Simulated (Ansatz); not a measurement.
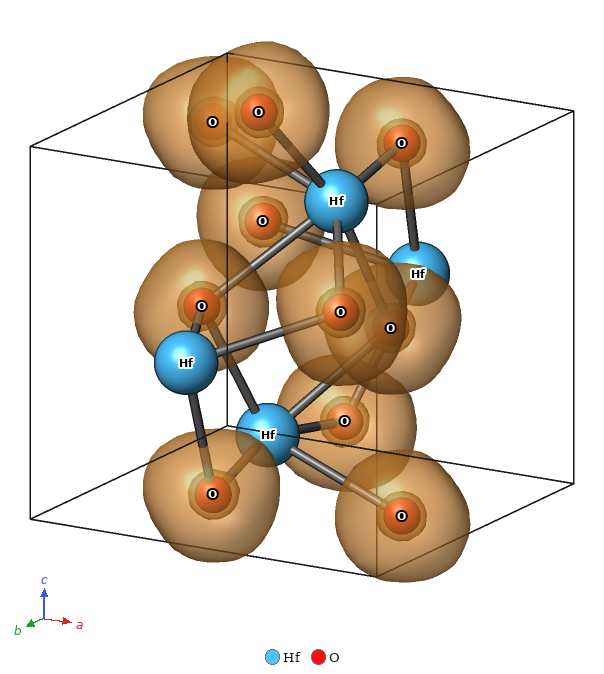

HfO₂. Isosurface of the ELF at 0.65 (orange), seen at an oblique angle. Only the valence region is drawn (cores and ρ < 0.01 e/Å³ removed). Sticks mark near contacts.

Space group Pca2₁; a structure from a database of computed crystals, not necessarily the ambient phase; computed pressure about 15 GPa in this cell.

Method: Kohn-Sham DFT of a periodic cell, RPBE, Ansatz PAW in Ansatz.

In a PAW calculation such maps are meaningful between the atoms, not at the nuclei.

### What do the ELF domains correspond to?

The surface consists of eight regions wrapped around O (the valence shell of each), counted in one cell of 12 atoms. Regions shared between cells count once. Profiles from the grid: Hf–O (2.02 Å): the ELF peaks at about 0.85 in the valence shell of O, 0.6 Å from its nucleus, and drops to about 0.20 between the two atoms: no localised pair shows between them. Hf–O (2.11 Å): the ELF peaks at about 0.85 in the valence shell of O, 0.6 Å from its nucleus, and drops to about 0.20 between the two atoms: no shared electron pair shows on this line.

### Does the calculation make it a metal, or give it a gap?

It is gapped, with a Kohn–Sham gap of 4.6 eV on the k-point mesh, an upper bound to the gap of this method.
